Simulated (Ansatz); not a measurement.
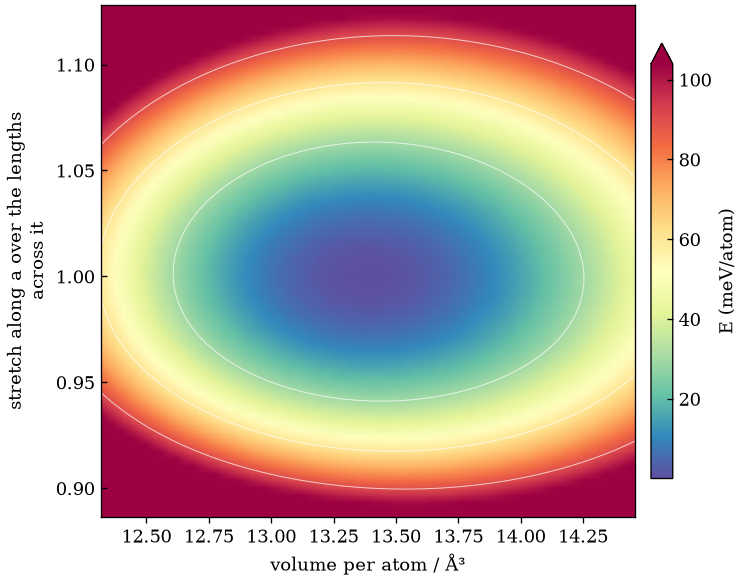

Energy landscape of Al2Ru (Fddd, No. 70; 6 atoms in the cell). The energy is mapped over volume and the cell's shape. Coordinates scanned: (1) volume per atom; (2) stretch along a over the lengths across it, relative to the relaxed cell. Nothing is relaxed (fractional coordinates fixed). Grid: 9 × 9 points. Points are written as (first, second). Energies: meV/atom, counted from the lowest grid point. The lowest point has no gap; 45 points of the grid have one on the k-mesh. These are results of Ansatz, DFT LDA, scalar-relativistic, plane waves, PAW, not measurements. Settings: cutoff 420 eV, k-mesh 10×10×10, gaussian smearing 0.03 eV, no spin polarisation.

In the figure: a smooth colour map with a few white contour lines, one colour for all values above the top of the scale. Between grid points the surface is interpolated. 

Where are the wells?

Answer. The lowest grid point is at (13.387 Å³, 1.000). No other kind of well shows on this grid. The highest grid point, (12.316 Å³, 0.886), lies 196 meV/atom above the lowest. Round the minimum the two coordinates are nearly uncoupled.

Each point was launched as `ansatz run input.yaml --threads 4 --pin off --max-ram 8192MiB --backend cpu --events-out ev --progress --plain --runs-dir out`. The whole map (81 points run) took 16 min on 4 threads of Arm Neoverse N1, with other jobs on the host.

PAW datasets: the set soft_1.
